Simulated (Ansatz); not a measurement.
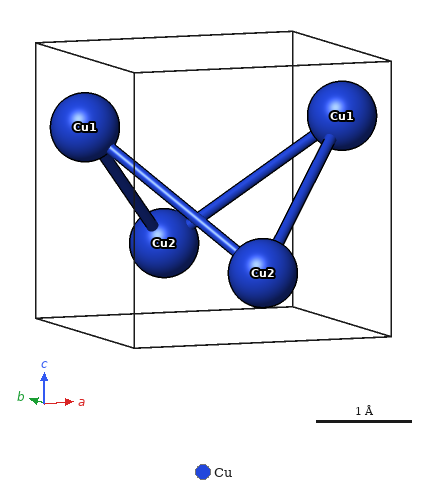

*The input geometry (ball-and-stick view of the cell of the calculation, seen slightly off an axis; atoms are numbered from 1 in the order of the input). An atom can appear more than once, as a periodic image.*

Near neighbours in the periodic cell (some may lie outside the picture): Cu has 8 Cu at 2.51 to 2.52 Å.

## Single-point calculation, with input and output: Cu

System: Cu (P4/nmm, 2 atoms in the cell).
Method: DFT PBE, scalar-relativistic, plane waves, PAW, no spin polarisation (Ansatz 0.2.0).

The structure was made by a generator, so it may or may not be a known phase. Figures and captions count atoms from 1; the log counts them from 0 in places.

### What the program printed
```
Engine: ansatz 0.2.0, aarch64-unknown-linux-gnu
Pseudopotentials: kind: paw
Pseudopotential: Cu, paw, valence charge 19, recommended cutoff 420 eV (normal), Cu.paw.azcp
Functional definition: PBE
  parameter kappa = 0.804
  parameter beta = 0.06672455060314922
  exchange = pbe_x(kappa = kappa, mu = beta*pi^2/3)
  correlation = pbe_c(beta = beta)
Crystal: 2 atoms, lattice volume = 24.536 Å³
Basis set: ecut = 420 eV, 461 PW (Γ), exchange–correlation on 40×40×40 points (8 copies of the dense FFT grid, shifted against one another)
Bands: 23, of which v1, the nominal top of the filled ones, is band 19 counted from 1 (18 counted from 0)
Symmetry: 16 space group operations
Space group: P4/nmm (ITA 129), of the structure as read, at distance tolerance 2.9e-5 Å
k-points: 40 of 216
Non-local potential: Cu, projectors of the file, l = 0: 3, l = 1: 2, l = 2: 3, l = 3: 1
PAW form: soft (Blöchl's): semilocal exchange-correlation on the pseudo side does not see the compensation charge
PAW one-centre angular grid: Cu, 590 points (default); XC on 64 Gauss nodes
Initial density: superposition of atomic densities (neutral atoms: chi_scale 0, normalization atom), corrected by the library's trained network
Initial wavefunctions: pseudopotential atomic-orbital guess
Functional: x = pbe(κ = 0.804, μ = 0.2195149727645171), c = pbe(β = 0.06672455060314922)
SCF iter   1: F=—  HF=-13250.291079 eV  |F-HF|=—  |Δ(HF+E_count)|=         —  Δρ=1.51e-3  dr2=2.59e-4  ethr=1.77e-3  ⟨swp⟩=5.2  Hψ=3404  notcnv=0
preconditioner: auto → none  [insulator: Δε(μ)=0.180 eV  Ē_g=10.380 eV  σ=0.100 eV  W_gap=0.73  n_scr=6 (ndim 8)  ℏωp=35.2 eV  f_vac=0.000  D(μ)=1.53/eV (n_scr^D=18)  ε∞_Penn≈12.5]
SCF iter   2: F=—  HF=-13250.291320 eV  |F-HF|=—  |Δ(HF+E_count)|=   2.41e-4  Δρ=4.04e-4  dr2=7.52e-6  ethr=6.81e-7  ⟨swp⟩=2.3  Hψ=2059  notcnv=0
SCF iter   3: F=—  HF=-13250.291311 eV  |F-HF|=—  |Δ(HF+E_count)|=   8.68e-6  Δρ=2.54e-4  dr2=3.55e-6  ethr=1.98e-8  ⟨swp⟩=2.3  Hψ=1561  notcnv=0
iter 4 did not close the SCF: its close was put off for the readings that it lacked (scf_convergence_deferred on its scf_iter line)
SCF iter   4: F=-13250.291322 eV  HF=-13250.291322 eV  |F-HF|=2.10e-7  |Δ(HF+E_count)|=   1.05e-5  Δρ=3.82e-5  dr2=9.31e-8  ethr=9.33e-9  ⟨swp⟩=2.0  Hψ=1254  notcnv=0
iter 5 did not close the SCF: its close was put off for the readings that it lacked (scf_convergence_deferred on its scf_iter line)
SCF iter   5: F=-13250.291322 eV  HF=-13250.291322 eV  |F-HF|=4.06e-9  |Δ(HF+E_count)|=   2.29e-7  Δρ=6.72e-6  dr2=2.44e-9  ethr=2.45e-10  ⟨swp⟩=2.0  Hψ=1357  notcnv=0
SCF iter   6: F=-13250.291322 eV  HF=-13250.291322 eV  |F-HF|=2.38e-10  |Δ(HF+E_count)|=   4.46e-9  Δρ=2.12e-6  dr2=3.29e-10  ethr=6.43e-12  ⟨swp⟩=2.2  Hψ=2882  notcnv=0
SCF 1 converged in 6 iterations: F = -13250.291322 eV  dr2 = 3.29e-10
  greatest PAW one-centre occupation: 1.000 electrons in one spin orbital (limit 2), on the Cu atom at site 1 (counted from 0), in its partial waves of l = 0
```

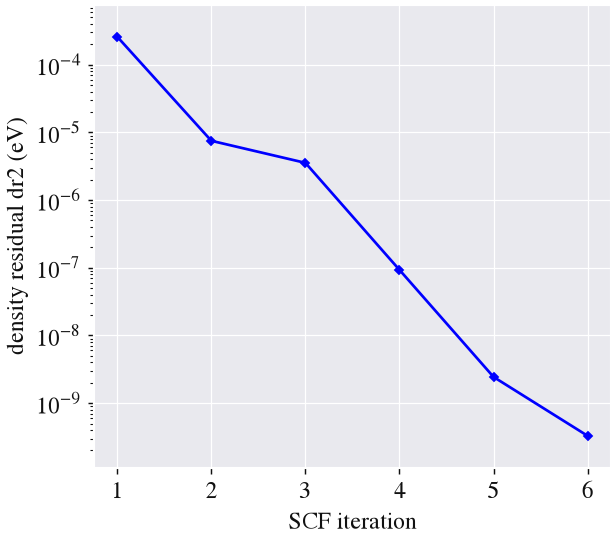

*Convergence of the self-consistent field: density residual dr2 against the SCF iteration.*

The residual falls at every step.

```
SCF converged after 6 iterations
Free energy (F): -13250.291322 eV
Harris-Foulkes:  -13250.291322 eV  (|F-HF|=2.38e-10)
Internal energy: -13250.283709 eV  (E = F + TS)
E sigma→0 (E₀):  -13250.287515 eV
Entropy (-TS):   -0.007614 eV (-3.807 meV/atom)
Fermi energy:    16.083595 eV
--- Per-component energies (eV) ---
  E_band       = -745.641021
  E_kinetic    = 598.928014
  E_local      = -8239.343457  (includes V_loc(G=0)·N_el)
  E_nonlocal   = 780.632062
  E_hartree    = 3624.985137
  E_xc         = -178.480519
  E_vxc        = -230.279478  (∫ρ·V_xc dr)
  E_paw        = -3326.754877  (= ΣΔE_a)
  E_vpaw       = -905.547992  (= ΣTr[D̂ρ^β])
  E_aug_tail   = 0.000512  (compensation charges beyond the density's cutoff)
  E_ewald      = -6510.250580
  E_smearing   = -0.007614  (= −TS)
  E_closure    = -0.000000  (closes the sum)
  Σ components = -13250.291322   (vs F -13250.291322, Δ=0.00e0)
--- Forces (eV/Å), atoms counted from 1 ---
  atom   1  Cu     0.00000000     0.00000000     0.06590840
  atom   2  Cu     0.00000000     0.00000000    -0.06590840
  max |Σ_I F_I| component: 0.00e0 eV/Å
--- Stress (GPa, compression-positive) ---
       -3.058579       0.000000       0.000000
        0.000000      -3.058579       0.000000
        0.000000       0.000000      -3.140945
  P = ⅓ Tr σ = -3.0860 GPa (-30.860 kbar)
--- Band table (eV; the first three rows and the last of 40) ---
  k-point 0: bands = ["-96.5304", "-96.5078", "-53.9236", "-53.9217", "-53.9217", "-53.8495", "-53.8488", "-53.8488", "6.8477", "11.5457", "11.5529", "12.9855", "12.9855", "13.0101", "13.9504", "13.9745", "14.4920", "14.4976", "14.4976", "23.7796", "24.0256", "24.0256", "29.2103"]
  k-point 1: bands = ["-96.5288", "-96.5092", "-53.9214", "-53.9166", "-53.9166", "-53.8572", "-53.8535", "-53.8535", "7.3608", "11.6622", "11.7208", "12.9924", "12.9924", "13.1089", "13.8019", "14.0258", "14.2430", "14.2430", "14.3929", "20.6783", "24.8427", "24.8427", "29.5997"]
  k-point 2: bands = ["-96.5244", "-96.5130", "-53.9134", "-53.9030", "-53.9030", "-53.8764", "-53.8664", "-53.8664", "8.8166", "11.7307", "12.1766", "13.0620", "13.0620", "13.3793", "13.3845", "13.7267", "13.7267", "14.1220", "14.1695", "16.8107", "27.0214", "27.0214", "30.3964"]
  k-point 39: bands = ["-96.5172", "-96.5172", "-53.8973", "-53.8973", "-53.8956", "-53.8956", "-53.8936", "-53.8936", "12.3535", "12.3535", "12.3644", "12.3644", "12.3654", "12.3654", "14.0784", "14.0784", "14.0920", "14.0920", "22.2409", "22.2409", "22.3317", "22.3317", "22.3319"]
```

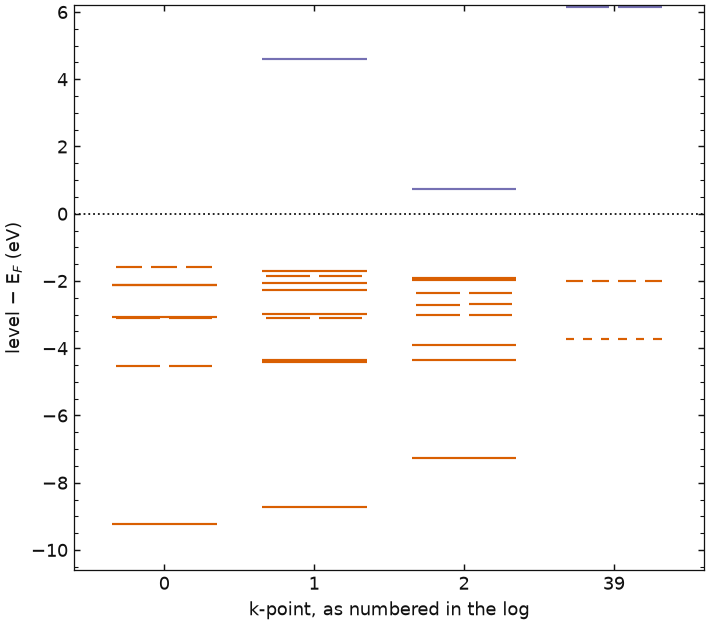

*Kohn–Sham levels near the Fermi level (dotted) at the few k-points that the log prints; levels within 0.02 eV of each other stand side by side.*

The system is metallic on the full mesh.

The run was set up as follows.

### Input file
```yaml
crystal:
  lattice:
    - [2.89922536, 0.0, 0.0]
    - [0.0, 2.89922536, 0.0]
    - [0.0, 0.0, 2.91900803]
  atoms:
    - { symbol: Cu, position: [0.0, 0.5, 0.7479204] }
    - { symbol: Cu, position: [0.5, 0.0, 0.2520796] }
basis:
  ecutwfc: 420
kpoints:
  mp_grid: { grid: [6, 6, 6] }
hamiltonian:
  xc: pbe
scf:
  occupations: { method: gaussian, width: 0.1 }
  lower_state_search: "off"
output:
  forces: true
  stress: true
  eigenvalues: true
```

Run as:
```bash
ansatz run input.yaml --threads 1 --pin off --max-ram 2560MiB --backend cpu --events-out ev --progress --plain --runs-dir out
```

### Summary

```json
{"quantity": "outcome", "value": "converged"}
{"quantity": "space group (tolerance 0.01 Å)", "value": "P4/nmm (129)"}
{"quantity": "electrons treated", "value": "38"}
{"quantity": "free energy", "value": "−13250.2913 eV"}
{"quantity": "Fermi energy", "value": "16.084 eV"}
{"quantity": "gap on the k-point mesh", "value": "none (metallic)"}
{"quantity": "pressure", "value": "−3.09 GPa"}
{"quantity": "largest force (length of the vector)", "value": "0.066 eV/Å"}
{"quantity": "hardware", "value": "1 thread of Arm Neoverse N1, 54 GiB of memory available, shared host"}
{"quantity": "wall time", "value": "2.2 s"}
{"quantity": "peak memory", "value": "0.27 GiB"}
```
